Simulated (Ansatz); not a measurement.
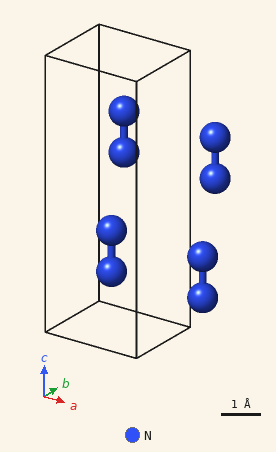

Solid N (built on the database structure type), before the relaxation. A ball-and-stick model of the cell of the calculation, repeated 2 × 1 × 1 with one cell outlined, seen slightly off an axis.

These are results of Ansatz 0.2.0, DFT, r2SCAN+rVV10, plane waves, PAW, not measurements.

Input file:
```yaml
crystal:
  lattice:
    - [3.8218894236, 0.0, 0.0]
    - [-1.9109447118, 3.3098533313, 0.0]
    - [0.0, 0.0, 7.4228227135]
  atoms:
    - { symbol: "N", position: [0.3333333333, 0.6666666667, 0.3242381292] }
    - { symbol: "N", position: [0.3333333333, 0.6666666667, 0.1757618708] }
    - { symbol: "N", position: [0.6666666667, 0.3333333333, 0.8242381292] }
    - { symbol: "N", position: [0.6666666667, 0.3333333333, 0.6757618708] }
kpoints:
  mp_grid: { grid: [12, 12, 4] }
hamiltonian:
  xc: r2scan
  dispersion: rvv10
scf:
  occupations: { method: fermi_dirac, width: 0.02 }
relax:
  f_tol: 0.005
  cell: {}
```

Command:
```bash
ansatz run input.yaml --threads 2 --pin off --max-ram 2211MiB --backend cpu --events-out ev --progress --plain --runs-dir out
```

Question: Predict the outcome.

Answer: The energy falls by 5.1 meV per atom in 9 accepted moves (13 points after the start). Largest force component: 1.2 eV/Å at the start, 0.002 eV/Å at the end. The pressure goes from −1.66 to 0.00 GPa. The line search rejected the trial steps at points 9, 10 of the run. The SCF was repeated twice at an unchanged geometry on a basis and grid sized afresh for the cell, which shifted the energy by 0.8 meV per atom at most. The largest moves relative to the cell, 0.020 Å, are those of N1, N2, N3 and N4. N2 goes along +c. The drawn cell changes as follows: a = b 3.822 → 3.579 Å (−6.3 %), c 7.423 → 7.641 Å (+2.9 %); the volume changes by −9.7 %. Among the contacts that change: N1–N2 1.102 → 1.094 Å. The space group stays P6_3/mmc (No. 194). The run took 35 s on 2 threads of AMD EPYC 9R45 96-Core Processor (Zen 5) (shared host), peak memory 0.77 GiB.

After the run, drawn alike:

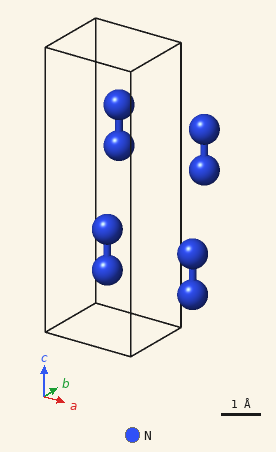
